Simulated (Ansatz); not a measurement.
## Electronic structure of ZnF2 in real space

The calculation's input:

```
crystal:
  lattice:
    - [4.6806556978, 0.0, 0.0]
    - [0.0, 4.6806556978, 0.0]
    - [0.0, 0.0, 3.1220014519]
  atoms:
    - { symbol: Zn, position: [0.5, 0.5, 0.5] }
    - { symbol: Zn, position: [0.0, 0.0, 0.0] }
    - { symbol: F, position: [0.6970893803, 0.6970893803, 0.0] }
    - { symbol: F, position: [0.8029106197, 0.1970893803, 0.5] }
    - { symbol: F, position: [0.3029106197, 0.3029106197, 0.0] }
    - { symbol: F, position: [0.1970893803, 0.8029106197, 0.5] }
kpoints:
  mp_grid: { grid: [6, 6, 10] }
  band_path:
    path:
      - [0.0, 0.0, 0.0]
      - [0.0, 0.5, 0.0]
      - [0.5, 0.5, 0.0]
      - [0.0, 0.0, 0.5]
      - [0.0, 0.5, 0.5]
      - [0.5, 0.5, 0.5]
    npoints: 1
hamiltonian:
  xc: r2scan
  dispersion: rvv10
scf:
  occupations: { method: fermi_dirac, width: 0.03 }
  n_extra_bands: 5
output:
  forces: true
  stress: true
  eigenvalues: true
  write_density: true
  write_potential: true
  elf: true
  volumetric_format: npy
```

Launched as:

```sh
ansatz run input.yaml --threads 2 --pin off --max-ram 2211MiB --backend cpu --events-out ev --progress --plain --runs-dir out
```

Below, planes, directions and counts refer to the conventional cell (a = 4.68 Å, b = 4.68 Å, c = 3.12 Å, α = 90.00°, β = 90.00°, γ = 90.00°).

Space group P4₂/mnm; a structure from a database of computed crystals, not necessarily the ambient phase; started from the database structure prototype, which need not be the ambient phase.

Theory: DFT, r2SCAN+rVV10, plane waves, PAW in Ansatz 0.2.0.

Core electrons are frozen (PAW), and the valence fields are smoothed inside the atomic spheres.

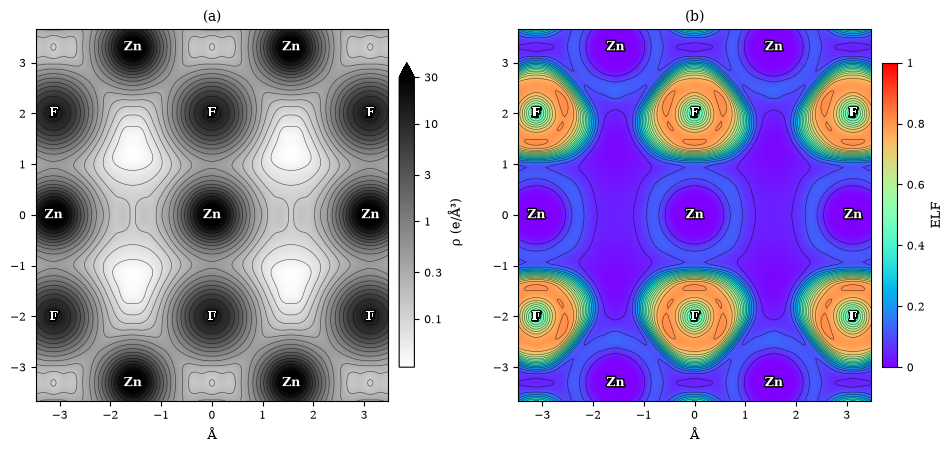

Figure 1. (a) valence charge density (pseudo); (b) electron localisation function on the (110) plane of the conventional cell.

Read the bonding off the picture.

- The section cuts through Zn and F sites.
- Zn–F (2.01 Å): ρ is about 0.46 e/Å³ halfway; the ELF peaks at about 0.80 in the valence shell of F, 0.6 Å from its nucleus, and is about 0.15 at the midpoint (no shared electron pair shows on this line).
- Between the atoms the lowest density in this plane is 0.03 e/Å³.

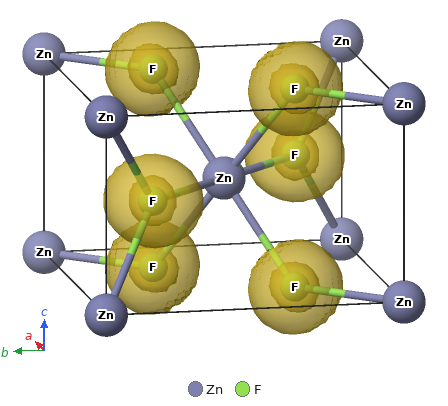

Figure 2. Isosurface of the ELF at 0.75 (yellow), seen at an oblique angle. Core shells and regions of very low density are left out. Sticks mark near contacts.

What do the ELF domains correspond to?

At this value the surface marks out four regions wrapped around F (the valence shell of each), counted in one cell of 6 atoms. Regions shared between cells count once.

Does the calculation give a band gap?

It is gapped, with a Kohn–Sham gap of 4.2 eV on the k-point mesh, an upper bound to the gap of this method.
